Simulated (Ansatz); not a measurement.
# Quasiparticle gap of InSe (P-6m2)

Wanted: the gap of InSe (P-6m2) with a many-body correction, and the time that it takes.

Main program and level: Ansatz 0.2.0; LDA, then G0W0 on it, plane waves, PAW.

## 1. The structure

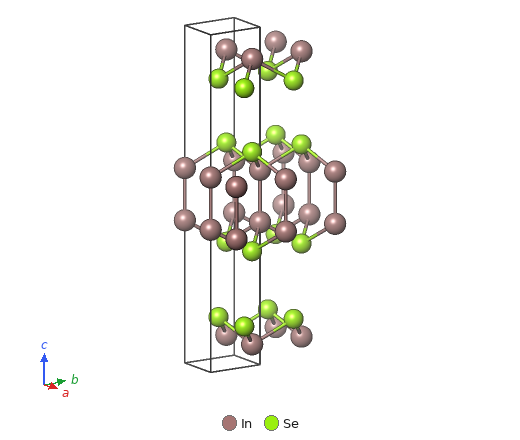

The starting structure, seen slightly off an axis (indium brown, selenium green). 2×2×1 cells are drawn. Some periodic images of atoms are drawn too.

The cell and positions are those that the Materials Project relaxed with its own functionals (PBE, PBE+U or r2SCAN), kept fixed. At the settings of the band run the largest force is still 0.16 eV/Å.

The logs state that the PAW files were generated under PBE.

## 2. The LDA band structure

Levels along a band path and on the mesh show where this functional puts the band edges.

This step: DFT, LDA, plane waves, PAW; PAW set soft_1.

input.yaml reads:

```yaml
crystal:
  lattice:
    - [4.0473293151, 0.0, 0.0]
    - [-2.0236646576, 3.5050900044, 0.0]
    - [0.0, 0.0, 18.05206491]
  atoms:
    - { symbol: In, position: [0.0, 0.0, 0.57739368] }
    - { symbol: In, position: [0.0, 0.0, 0.42260632] }
    - { symbol: In, position: [0.33333333, 0.66666667, 0.92260951] }
    - { symbol: In, position: [0.33333333, 0.66666667, 0.07739049] }
    - { symbol: Se, position: [0.66666667, 0.33333333, 0.85300007] }
    - { symbol: Se, position: [0.66666667, 0.33333333, 0.14699993] }
    - { symbol: Se, position: [0.33333333, 0.66666667, 0.64701572] }
    - { symbol: Se, position: [0.33333333, 0.66666667, 0.35298428] }
kpoints:
  mp_grid: { grid: [6, 6, 2] }
  band_path:
    path:
      - [[0.0, 0.0, 0.0], [0.5, 0.0, 0.0], [0.33333333, 0.33333333, 0.0], [0.0, 0.0, 0.0], [0.0, 0.0, 0.5], [0.5, 0.0, 0.5], [0.33333333, 0.33333333, 0.5], [0.0, 0.0, 0.5]]
      - [[0.5, 0.0, 0.5], [0.5, 0.0, 0.0]]
      - [[0.33333333, 0.33333333, 0.5], [0.33333333, 0.33333333, 0.0]]
    npoints: 10
hamiltonian:
  xc: lda
  pseudopotentials: { kind: paw, azcp: { folder: soft_1 }, xc_functional: pbe }
scf:
  occupations: { method: fermi_dirac, width: 0.02 }
  n_extra_bands: 6
output:
  eigenvalues: true
  forces: true
  stress: true
  write_density: true
  write_potential: true
  elf: true
  volumetric_format: npy
```

The run is started by

```
ansatz run input.yaml --threads 3 --pin off --max-ram 92160MiB --backend cuda --events-out ev --progress --plain --runs-dir out --devices 1 --max-vram 13GiB
```

Numbers of over 12 decimals in the logs are rounded to 6 here.

The program printed:

```text
scf.n_extra_bands = 6 over 58 filled bands (N_el = 116.0): the run solves 64 bands
GPUs: using 1 of 1 available (devices: 1).
Engine: ansatz 0.2.0, x86_64-unknown-linux-gnu
Pseudopotentials: kind: paw
Pseudopotential: In, paw, valence charge 13, recommended cutoff 420 eV (normal), soft_1/In.paw.azcp
Pseudopotential: Se, paw, valence charge 16, recommended cutoff 420 eV (normal), soft_1/Se.paw.azcp
Functional definition: SPW92
  exchange = slater_x
  correlation = pw_c
device memory: the entry about to start is reckoned to put 5.7 GiB on a device that reports 41.4 GiB free (of which the cap on the GPU budget leaves the run 13.0 GiB)
GPU FFT provider: cuFFT
GPU libraries: cuBLAS 13.8.2, cuFFT 12.4.0, cuSOLVER 12.3.4
Crystal: 8 atoms, lattice volume = 256.091 Å³
Basis set: ecut = 420 eV, 4981 PW (Γ)
Bands: 64, of which v1, the nominal top of the filled ones, is band 58 counted from 1 (57 counted from 0)
Symmetry: 12 space group operations
Space group: P-6m2 (ITA 187), of the structure as read, at distance tolerance 6.4e-5 Å
k-points: 14 of 72 (time reversal used)
Non-local potential: In, projectors of the file, l = 0: 2, l = 1: 2, l = 2: 2, l = 3: 1
Non-local potential: Se, projectors of the file, l = 0: 2, l = 1: 2, l = 2: 3, l = 3: 1
PAW form: soft (Blöchl's): semilocal exchange-correlation on the pseudo side does not see the compensation charge
PAW frozen core: In, regenerated for the run's functional, and the local potential with it (the file was generated under x = pbe(κ = 0.804, μ = 0.219515), c = pbe(β = 0.066725))
PAW frozen core: Se, regenerated for the run's functional, and the local potential with it (the file was generated under x = pbe(κ = 0.804, μ = 0.219515), c = pbe(β = 0.066725))
PAW one-centre angular grid: In, 590 points (default); XC on 64 Gauss nodes
PAW one-centre angular grid: Se, 590 points (default); XC on 64 Gauss nodes
Initial density: superposition of atomic densities (chi_scale 0.1, normalization cell, long waves kept (reshape's long-wave potential 0.79 eV rms))
Initial wavefunctions: pseudopotential atomic-orbital guess
GPU buffer pool allocated for 112500 grid points (all kernels)
GPU transforms: local potential and band sums: pruned to the plane-wave sphere, on 27×27×125
Functional: x = slater, c = lda
SCF iter   1: F=—  HF=-43370.925562 eV  |F-HF|=—  |Δ(HF+E_count)|=         —  Δρ=4.57e-2  dr2=3.00e1  ethr=3.10e-3  ⟨swp⟩=6.3  Hψ=3691  notcnv=0
preconditioner: auto → Resta (q_TF=auto, 2.391 Å⁻¹)  ε∞=3.3  [insulator: Δε(μ)=0.476 eV  Ē_g=13.199 eV  σ=0.020 eV  W_gap=1.00  n_scr=66 (ndim 8)  ℏωp=20.2 eV  f_vac=0.113  D(μ)=0.00/eV (n_scr^D=0)  ε∞_Penn≈3.3]
SCF iter   2: F=—  HF=-43365.882166 eV  |F-HF|=—  |Δ(HF+E_count)|=    5.04e0  Δρ=1.78e-2  dr2=7.88e-1  ethr=3.10e-3  ⟨swp⟩=4.9  Hψ=1934  notcnv=0  defer=27
SCF iter   3: F=—  HF=-43365.585897 eV  |F-HF|=—  |Δ(HF+E_count)|=   2.96e-1  Δρ=9.84e-3  dr2=2.18e-1  ethr=6.80e-4  ⟨swp⟩=2.6  Hψ=1965  notcnv=0  defer=27
SCF iter   4: F=—  HF=-43365.504939 eV  |F-HF|=—  |Δ(HF+E_count)|=   8.10e-2  Δρ=1.70e-3  dr2=1.61e-2  ethr=1.88e-4  ⟨swp⟩=3.0  Hψ=1738  notcnv=0  defer=27
SCF iter   5: F=—  HF=-43365.496815 eV  |F-HF|=—  |Δ(HF+E_count)|=   8.12e-3  Δρ=7.24e-4  dr2=1.86e-3  ethr=1.39e-5  ⟨swp⟩=2.4  Hψ=1745  notcnv=0  defer=27
SCF iter   6: F=—  HF=-43365.497391 eV  |F-HF|=—  |Δ(HF+E_count)|=   5.76e-4  Δρ=1.61e-4  dr2=2.19e-4  ethr=1.61e-6  ⟨swp⟩=2.0  Hψ=1034  notcnv=0  defer=27
SCF iter   7: F=—  HF=-43365.496821 eV  |F-HF|=—  |Δ(HF+E_count)|=   5.69e-4  Δρ=4.94e-5  dr2=1.69e-5  ethr=1.89e-7  ⟨swp⟩=2.8  Hψ=1323  notcnv=0  defer=27
SCF iter   8: F=—  HF=-43365.497214 eV  |F-HF|=—  |Δ(HF+E_count)|=   3.93e-4  Δρ=1.72e-5  dr2=1.82e-6  ethr=1.46e-8  ⟨swp⟩=2.0  Hψ=1406  notcnv=0  defer=27
SCF iter   9: F=—  HF=-43365.497214 eV  |F-HF|=—  |Δ(HF+E_count)|=   4.23e-9  Δρ=4.63e-6  dr2=2.30e-7  ethr=1.57e-9  ⟨swp⟩=2.0  Hψ=1357  notcnv=0  defer=27
SCF iter  10: F=-43365.497214 eV  HF=-43365.497214 eV  |F-HF|=3.56e-8  |Δ(HF+E_count)|=   1.52e-8  Δρ=2.24e-6  dr2=4.04e-8  ethr=8.62e-11  ⟨swp⟩=18.6  Hψ=10842  notcnv=0
SCF 1 converged in 10 iterations: F = -43365.497214 eV  dr2 = 4.04e-8
  greatest PAW one-centre occupation: 1.000 electrons in one spin orbital (limit 2), on the Se atom at site 7 (counted from 0), in its partial waves of l = 2
device memory: the entry about to start is reckoned to put 4.6 GiB on a device that reports 40.0 GiB free (of which the cap on the GPU budget leaves the run 13.0 GiB)
NSCF: frozen V_eff on 93 k-points
SCF converged after 10 iterations
Free energy (F): -43365.497214 eV
Harris-Foulkes:  -43365.497214 eV  (|F-HF|=3.56e-8)
Internal energy: -43365.497214 eV  (E = F + TS)
E sigma→0 (E₀):  -43365.497214 eV
Entropy (-TS):   -0.000000 eV (-0.000 meV/atom)
Fermi energy:    5.741019 eV
--- Per-component energies (eV) ---
  E_band       = -2005.748902
  E_kinetic    = 1319.043662
  E_local      = -17664.266801  (includes V_loc(G=0)·N_el)
  E_nonlocal   = -79.950431
  E_hartree    = 8516.493639
  E_xc         = -904.123885
  E_vxc        = -720.561198  (∫ρ·V_xc dr)
  E_paw        = -24461.022534  (= ΣΔE_a)
  E_vpaw       = -1893.001073  (= ΣTr[D̂ρ^β])
  E_aug_tail   = -0.001154  (compensation charges beyond the density's cutoff)
  E_ewald      = -10101.677288
  E_core_change = 10.007578  (= ΣΔE_core)
  E_smearing   = -0.000000  (= −TS)
  E_closure    = 0.000000  (closes the sum)
  Σ components = -43365.497214   (vs F -43365.497214, Δ=0.00e0)
--- Forces (eV/Å), atoms counted from 1 ---
  atom   1  In    -0.00000000     0.00000000    -0.01172366
  atom   2  In    -0.00000000     0.00000000     0.01172366
  atom   3  In    -0.00000000     0.00000000     0.01172094
  atom   4  In    -0.00000000     0.00000000    -0.01172094
  atom   5  Se     0.00000000    -0.00000000     0.15563160
  atom   6  Se     0.00000000    -0.00000000    -0.15563160
  atom   7  Se     0.00000000    -0.00000000    -0.15524064
  atom   8  Se     0.00000000    -0.00000000     0.15524064
  max |Σ_I F_I| component: 5.70e-17 eV/Å
--- Stress (GPa, compression-positive) ---
       -2.320139       0.000000       0.000000
       -0.000000      -2.320139       0.000000
        0.000000       0.000000      -2.140996
  P = ⅓ Tr σ = -2.2604 GPa (-22.604 kbar)
--- Band table (eV; the first three rows and the last of 14) ---
  k-point 0: bands = [... 54 lower, 4.5056, 4.5555, 4.5555, 5.4910, 5.9908, 6.8453, 7.5478, 7.5955, ... 2 higher]
  k-point 1: bands = [... 54 lower, 4.5380, 4.5380, 4.8784, 4.8901, 6.5195, 6.5349, 7.5756, 7.5818, ... 2 higher]
  k-point 2: bands = [... 54 lower, 4.2199, 4.2917, 4.7796, 5.3647, 7.1797, 7.5679, 8.2338, 8.3645, ... 2 higher]
  k-point 13: bands = [... 54 lower, 3.6230, 3.7279, 3.9136, 4.0154, 7.5157, 7.5867, 7.9955, 8.0794, ... 2 higher]
```

Elapsed: 13 s, on 1 × NVIDIA H100 80GB HBM3 (shared by 6 runs) with 3 threads of AMD EPYC 7R13 (Zen 3), shared host; peak memory 1.1 GiB.

This step gave:

- pressure: -2.260 GPa
- filled bands: 58
- gap: 0.4998 eV
- valence top at: Γ
- conduction bottom at: Γ
- least direct gap: 0.4998 eV

Over mesh and path the gap is 0.500 eV, direct, at k = Γ.

The electronic bands at the labelled points (eV, zero at the top of the highest nominally filled band):

```csv
point,band 55,band 56,band 57,band 58,band 59,band 60,band 61,band 62
Γ,-0.99,-0.94,-0.94,0.00,0.50,1.35,2.06,2.10
M,-1.94,-1.86,-1.48,-1.35,1.56,1.62,1.79,1.86
K,-1.77,-1.75,-1.58,-1.54,2.07,2.08,2.50,2.55
Γ,-0.99,-0.94,-0.94,0.00,0.50,1.35,2.06,2.10
A,-0.95,-0.95,-0.61,-0.60,1.03,1.04,2.08,2.09
L,-1.90,-1.89,-1.41,-1.37,1.48,1.57,1.82,1.97
H,-1.87,-1.76,-1.58,-1.48,2.02,2.10,2.50,2.59
A,-0.95,-0.95,-0.61,-0.60,1.03,1.04,2.08,2.09
jump to L,-1.90,-1.89,-1.41,-1.37,1.48,1.57,1.82,1.97
M,-1.94,-1.86,-1.48,-1.35,1.56,1.62,1.79,1.86
jump to H,-1.87,-1.76,-1.58,-1.48,2.02,2.10,2.50,2.59
K,-1.77,-1.75,-1.58,-1.54,2.07,2.08,2.50,2.55
```

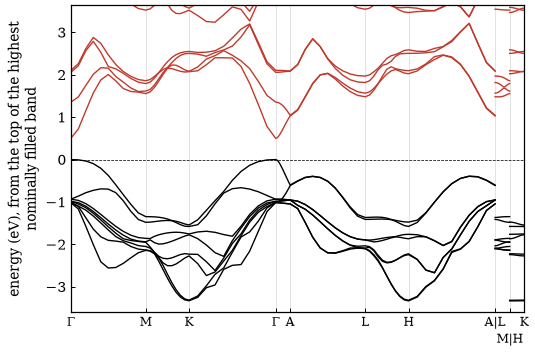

Electronic bands along the path; lines of filled and empty bands in two colours.

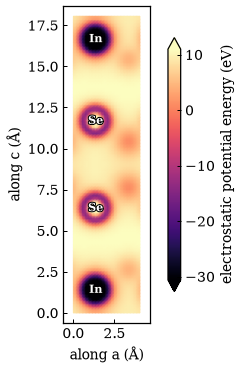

Electrostatic potential energy in the ac plane at fractional y = 0.667, with atoms of In and Se within 0.2 Å of it. With pseudopotentials it is smooth inside the atoms' cores, unlike the true potential.

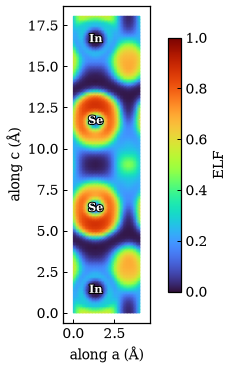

ELF in the ac plane at fractional y = 0.667, with atoms of In and Se within 0.2 Å of it. It is the smooth field of the valence electrons, not physical close to the nuclei.

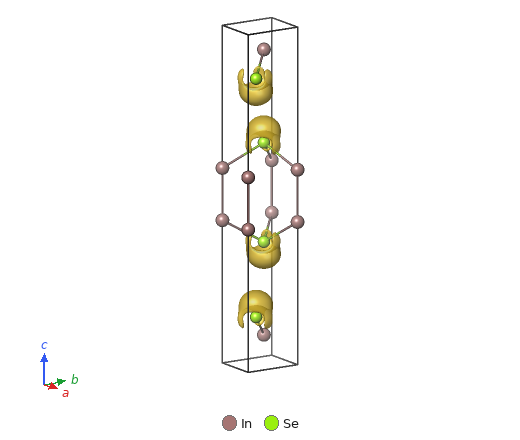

Surface of ELF = 0.79.

## 3. G0W0 on the 6×6×2 mesh

G0W0 replaces the xc potential by a self-energy built once from the orbitals of the start. Levels are corrected in the window of bands that the input names, at points of the mesh.

This step: G0W0 on LDA, plane waves, PAW; PAW set soft_1.

input.yaml, the sections that differ from step 2:

```yaml
kpoints:
  mp_grid: { grid: [6, 6, 2] }
scf:
  occupations: { method: fixed }
gw:
  n_empty_bands: 1068
  ecut_chi: 150.0
  qp_bands: [v2, c2]
  qp_kpoints: band_edges
  screening: { model: contour_deformation }
# crystal, hamiltonian: as in step 2
# output: removed
```

The program printed:

```text
GPUs: using 1 of 1 available (devices: 1).
[...]
GPU FFT provider: cuFFT
GPU libraries: cuBLAS 13.8.2, cuFFT 12.4.0, cuSOLVER 12.3.4
Crystal: 8 atoms, lattice volume = 256.091 Å³
Basis set: ecut = 420 eV, 4981 PW (Γ)
Bands: 70, of which v1, the nominal top of the filled ones, is band 58 counted from 1 (57 counted from 0)
Symmetry: 12 space group operations
[...]
k-points: 14 of 72 (time reversal used)
[...]
GPU buffer pool allocated for 112500 grid points (all kernels)
[...]
SCF iter   1: F=—  HF=-43370.926060 eV  |F-HF|=—  |Δ(HF+E_count)|=         —  Δρ=4.58e-2  dr2=3.01e1  ethr=3.10e-3  ⟨swp⟩=4.9  Hψ=3320  notcnv=0  defer=129
[...]
SCF iter  10: F=-43365.497214 eV  HF=-43365.497214 eV  |F-HF|=2.68e-8  |Δ(HF+E_count)|=   3.69e-8  Δρ=2.47e-6  dr2=4.59e-8  ethr=8.62e-11  ⟨swp⟩=2.4  Hψ=2824  notcnv=0
SCF 1 converged in 10 iterations: F = -43365.497214 eV  dr2 = 4.59e-8
[...]
NSCF: frozen V_eff on 14 k-points
the band table was solved once the SCF had ended and its energy, with any forces and stress, was formed, with the checks that follow a solve (3628 applications of the Hamiltonian). They found nothing against the state; the energy, forces and stress were not computed again (output.eigenvalues in the input reference)
[...]
G₀W₀ screening: q 1/14
[... further progress lines ...]
SCF converged after 10 iterations
Free energy (F): -43365.497214 eV
[...]
Internal energy: -43365.497214 eV  (E = F + TS)
E sigma→0 (E₀):  -43365.497214 eV
Fermi energy:    5.491006 eV
[...]
--- Band table (eV; the first three rows and the last of 14) ---
  k-point 0: bands = [... 54 lower, 4.5056, 4.5555, 4.5555, 5.4910, 5.9908, 6.8453, 7.5478, 7.5955, ... 8 higher]
  k-point 1: bands = [... 54 lower, 4.5380, 4.5380, 4.8784, 4.8901, 6.5195, 6.5349, 7.5756, 7.5818, ... 8 higher]
  k-point 2: bands = [... 54 lower, 4.2199, 4.2917, 4.7796, 5.3647, 7.1797, 7.5679, 8.2338, 8.3645, ... 8 higher]
  k-point 13: bands = [... 54 lower, 3.6230, 3.7279, 3.9136, 4.0154, 7.5157, 7.5867, 7.9955, 8.0794, ... 8 higher]
--- G₀W₀: contour deformation, 8 samples at zero and on the imaginary axis and 2 off it, 72 q-points, 1068 empty bands' worth ---
  eigenvalues of the whole cell's RPA ε∞ on this k-mesh (on a slab, of 1 + 4πα/V) = 8.1122, 8.1122, 10.7971; static W/v taken at q = 0 is 0.117409
  bands read: the sum over 1126 bands ends inside a degenerate multiplet in 1 slot, whose members it reads at an even weight; the widest, k=0: bands 1126 to 1127 (counted from 1) at 1/2 each
  gw.qp_kpoints: band_edges: 11 of 14 stored k-points solved, in 1 pass; an edge of the gap read off the rows below is read off those points alone
    valence top: of the k-points left out ik 9 came nearest to being solved in a further pass, in band 58 (counted from 1, as in the quasiparticle table): it holds the edge there only if its correction is more favourable than any solved in that band by at least 0.381 eV; those differ by 0.236 eV
    conduction bottom: of the k-points left out ik 11 came nearest to being solved in a further pass, in band 59 (counted from 1, as in the quasiparticle table): it holds the edge there only if its correction is more favourable than any solved in that band by at least 1.490 eV; those differ by 0.348 eV
  `?` marks the rows in doubt; gw_qp.tsv's column doubts and the gw_qp event give each row's grounds
    ik  band        ε_KS         Σx   Σc(E_QP)       V_xc       Z   E_QP_lin       E_QP  E_QP is
     0    57      4.5555   -17.9809     1.3803   -15.9939  0.7297     4.0542     3.9488  root ?
     0    58      5.4910   -16.2662     0.7787   -14.9125  0.7386     5.0215     4.9160  root ?
     0    59      5.9908   -10.0121    -3.1914   -13.5822  0.7695     6.3874     6.3696  root ?
     0    60      6.8453   -10.8235    -3.5128   -14.7222  0.7506     7.2531     7.2312  root ?
     1    57      4.8784   -14.9649     0.8763   -13.7017  0.7332     4.4670     4.4915  root ?
     1    58      4.8901   -14.9802     0.8790   -13.7128  0.7333     4.4769     4.5017  root ?
     1    59      6.5195   -11.0065    -3.1303   -14.4606  0.7558     6.8541     6.8432  root
     1    60      6.5349   -11.0356    -3.1326   -14.4910  0.7553     6.8686     6.8576  root
     2    57      4.7796   -15.2713     1.0975   -13.5676  0.7315     4.2729     4.1733  root ?
     2    58      5.3647   -16.2882     0.8862   -14.8068  0.7382     4.8786     4.7695  root ?
     2    59      7.1797   -10.8203    -3.5412   -14.7620  0.7566     7.6045     7.5803  root ?
     2    60      7.5679   -11.2440    -3.6806   -15.4668  0.7449     8.0260     8.1100  root ?
     3    57      5.0902   -15.8693     0.9742   -14.2984  0.7356     4.5990     4.4936  root ?
     3    58      5.0934   -15.8618     0.9753   -14.2891  0.7356     4.6014     4.4960  root ?
     3    59      7.3645   -10.9763    -3.6370   -15.0193  0.7516     7.7973     7.7706  root ?
     3    60      7.3723   -10.9812    -3.6397   -15.0271  0.7515     7.8053     7.7785  root ?
     4    57      4.5938   -15.5321     1.0945   -13.8249  0.7331     4.0855     3.9810  root ?
     4    58      4.7391   -15.6565     1.0133   -14.0370  0.7362     4.2400     4.1329  root ?
     4    59      7.2132    -6.9158    -3.6106   -10.8432  0.7718     7.5395     7.5300  root
     4    60      7.3648   -10.0786    -3.6949   -14.3376  0.7571     7.8268     7.9289  root ?
     5    57      4.6725   -15.6274     1.0572   -13.9605  0.7346     4.1689     4.0629  root ?
     5    58      4.6822   -15.6601     1.0535   -13.9972  0.7348     4.1789     4.0727  root ?
     5    59      7.2784    -8.1583    -3.7060   -12.2308  0.7660     7.6614     7.6448  root
     5    60      7.3369    -8.0599    -3.7007   -12.1192  0.7653     7.7108     7.6954  root
     6    57      4.0105   -14.8891     1.2071   -13.0646  0.7293     3.4951     3.3931  root ?
     6    58      4.1443   -15.0120     1.1426   -13.2537  0.7324     3.6331     3.5286  root ?
     6    59      7.0466    -9.6361    -3.7467   -13.7953  0.7632     7.4883     7.4592  root ?
     6    60      7.1061    -7.6399    -3.4875   -11.4148  0.7665     7.4005     7.3936  root
     7    57      4.0788   -15.0093     1.1909   -13.1993  0.7306     3.5628     3.4598  root ?
     7    58      4.1247   -15.1697     1.1849   -13.3683  0.7308     3.6123     3.5082  root ?
     7    59      6.9722    -8.5841    -3.6076   -12.5525  0.7669     7.3481     7.3328  root
     7    60      7.0565    -8.7963    -3.5943   -12.7450  0.7648     7.4251     7.4108  root
     8    57      4.8037   -15.6284     1.0556   -13.9587  0.7351     4.2944     4.1895  root ?
     8    58      5.0008   -16.0872     1.0119   -14.4689  0.7360     4.5019     4.3943  root ?
     8    59      7.8858   -11.0776    -3.8418   -15.5185  0.7439     8.3765     8.4849  root ?
     8    60      7.9502   -11.1857    -3.8843   -15.6778  0.7423     8.4499     8.5580  root ?
    12    57      3.9118   -14.8523     1.0855   -13.1482  0.7377     3.3980     3.2933  root ?
    12    58      3.9474   -14.9777     1.0950   -13.2657  0.7372     3.4349     3.3304  root ?
    12    59      7.5631    -6.8981    -3.5262   -10.6758  0.7654     7.8194     7.8146  root
    12    60      7.5716    -6.9089    -3.5218   -10.6786  0.7648     7.8242     7.8196  root
    13    57      3.9136   -14.8631     1.0864   -13.1578  0.7377     3.3995     3.2947  root ?
    13    58      4.0154   -15.5454     1.2401   -13.6811  0.7317     3.4943     3.3913  root ?
    13    59      7.5157    -7.0649    -3.5381   -10.8689  0.7662     7.7872     7.7816  root
    13    60      7.5867    -6.9941    -3.5287   -10.7735  0.7643     7.8422     7.8374  root
```

Wall time 5.3 min (1 × NVIDIA H100 80GB HBM3 (shared by 6 runs) with 3 threads); peak memory 5.8 GiB; 8.7 min of CPU time.

Numbers from this step:

| Item | Value |
| --- | --- |
| bands summed | 1126 |
| RPA ε∞ on this mesh (eigenvalues) | 8.112, 8.112, 10.80 |
| plane waves in the screening matrix | 1027 |
| q-points in the mesh | 72 |
| G0W0 gap over the corrected points | 1.454 eV |
| k of the valence top | 0, 0, 0 |
| k of the conduction bottom | 0, 0, 0 |
| starting gap on the mesh | 0.4998 eV |
| Z at the valence top | 0.7386 |
| Z at the conduction bottom | 0.7695 |
| least direct G0W0 gap over the corrected points | 1.454 eV |

Over 11 of 14 irreducible mesh points the G0W0 gap is 1.454 eV, direct, at k = Γ. The LDA gap of this run on the mesh is 0.500 eV. The two states that bound the G0W0 gap lie that far apart at the start, so the correction of the gap is 1.454 − 0.500 = +0.954 eV. The program marks 32 of the 44 corrected levels as in doubt (energies apart, Σc rises), among them the valence top and conduction bottom.

Labels follow the order of the start: v1 is the top filled band, c1 the lowest empty one; levels that stay degenerate share a row, the window can cut a multiplet, doubted levels are not marked in this list, bands outside the window were not corrected, and the list may be a part of the corrected levels. Levels before and after the correction, in eV, zero at the valence-band top of each column:

```csv
,conduction bottom,valence top
Kohn-Sham,0.50,0.00
G0W0,1.45,0.00
```

```
           level  occupation  energy (eV)
Kohn-Sham   Γ v2           2       -0.936
Kohn-Sham   Γ v1           2        0.000
Kohn-Sham   Γ c1           0        0.500
Kohn-Sham   Γ c2           0        1.354
     G0W0   Γ v2           2       -0.967
     G0W0   Γ v1           2        0.000
     G0W0   Γ c1           0        1.454
     G0W0   Γ c2           0        2.315
```

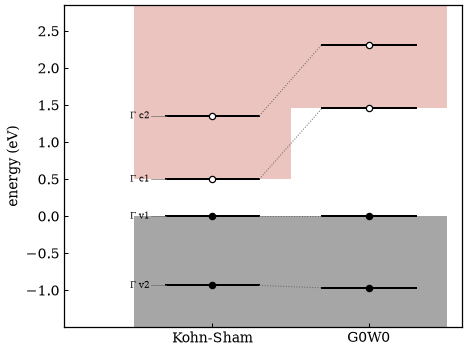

Levels before and after the correction. Shaded: valence and conduction bands. Filled marks are occupied levels, open marks empty ones.

The parts of the quasiparticle energy for the two states that bound the G0W0 gap, in eV on the run's own scale (QP = start + Σx + Σc − Vxc, with Σc at the quasiparticle energy):

| edge | k | band | start | Σx | Σc | Vxc | Z | QP |
| --- | --- | --- | --- | --- | --- | --- | --- | --- |
| valence top | Γ | 58 | 5.491 | −16.266 | 0.779 | −14.912 | 0.739 | 4.916 |
| conduction bottom | Γ | 59 | 5.991 | −10.012 | −3.191 | −13.582 | 0.769 | 6.370 |

(Part 1 of 2 ends here.)

[Paths, hosts, dates, memory and timing lines, banners, echoed tables and standing remarks are left out of the program output.]

[Logs are printed without paths, hosts, clocks, repeated set-up lines and the standing remarks that a program may print on its own settings, such as how far it seeks lower states.]

[Runs of the session that timed out or met a known fault of the program may be left out.]

[Cells called generated may have been cut or substituted from an entry of the Crystallography Open Database or the Materials Project.]

[Hosts, paths, dates, database ids (printed as entryN), source tags and the programs' standing remarks are cut or masked in the printed files.]

[Where an RPA ε∞ is given, it is that of the G0W0 mesh and is not shown converged in it. Names of k-points follow the symmetry that the program found, which can be lower than the space group named. Band edges on a path are those of the sampled points; other points can move an edge, and change direct to indirect where valleys lie close.]

[Hybrid gaps are those of their k-mesh and are not shown converged in it.]
